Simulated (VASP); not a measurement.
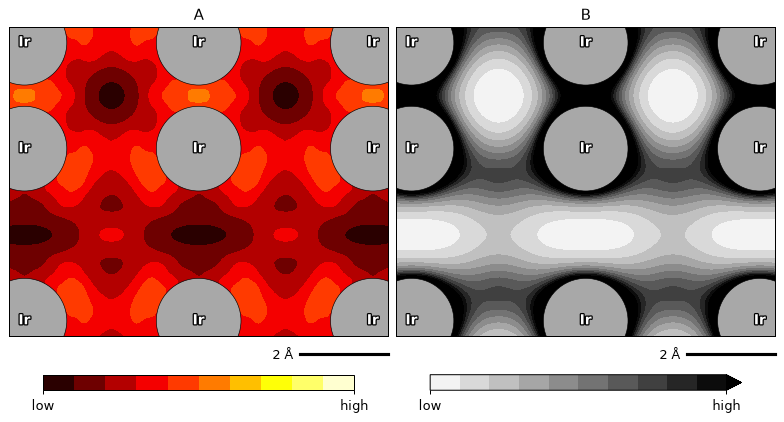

Ir: 2 fields on the (010) plane of the conventional cell, with unlabelled colour scales. Grey discs cover the atomic cores.

Space group P6₃/mmc; a generated structure, not necessarily the stable one.

All numbers below come from Kohn-Sham DFT of a periodic cell, r2SCAN, VASP PAW PBE potentials, recommended (VASP).

Question: The panels show electron localisation function and valence pseudo-density in some order. Assign them.

Answer: Panel A: electron localisation function. Panel B: valence pseudo-density. From the grid: Ir–Ir (2.40 Å): the density is about 0.76 e/Å³ at the midpoint; the ELF reaches about 0.50 near the midpoint.
